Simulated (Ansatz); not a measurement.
PtSe₂ (space group P-3m1, No. 164): the input geometry of an electronic-structure calculation (not necessarily at equilibrium); the starting structure was generated, so it need not be a known form of this composition.

```cif
data_structure
_symmetry_space_group_name_H-M 'P-3m1'
_symmetry_Int_Tables_number 164
_cell_length_a 3.7287
_cell_length_b 3.7287
_cell_length_c 5.2772
_cell_angle_alpha 90.000
_cell_angle_beta 90.000
_cell_angle_gamma 120.000
_cell_volume 63.54
loop_
_atom_site_label
_atom_site_type_symbol
_atom_site_symmetry_multiplicity
_atom_site_Wyckoff_symbol
_atom_site_fract_x
_atom_site_fract_y
_atom_site_fract_z
_atom_site_occupancy
Pt1 Pt 1 a 0.00000 0.00000 0.00000 1
Se1 Se 2 d 0.33333 0.66667 0.24622 1
```

Describe how the polyhedra about Pt are linked (bonds: Pt–Se below 2.8 Å).

Pt: PtSe6 octahedron, sharing edges with six neighbours.

They form layers of edge-sharing octahedra parallel to (001).

Centre to centre across a shared edge: 3.73 Å.

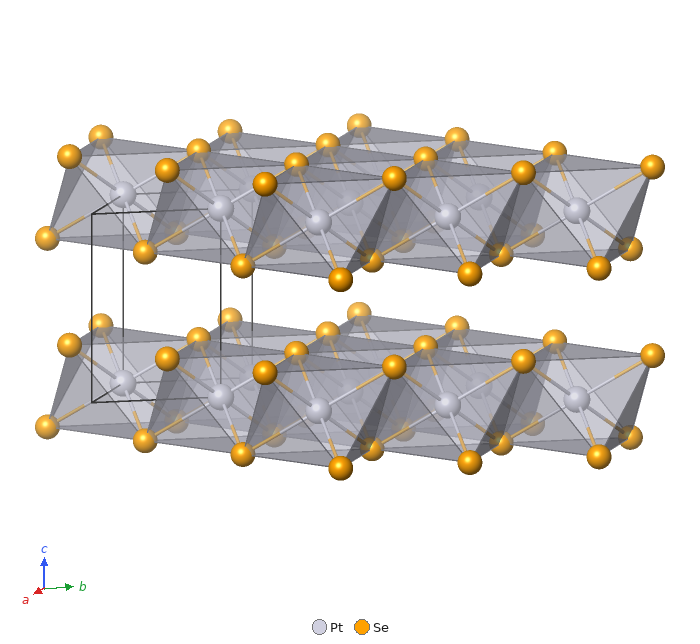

Polyhedra are drawn about Pt (bonds: Pt–Se below 2.8 Å); other atoms are plain spheres.
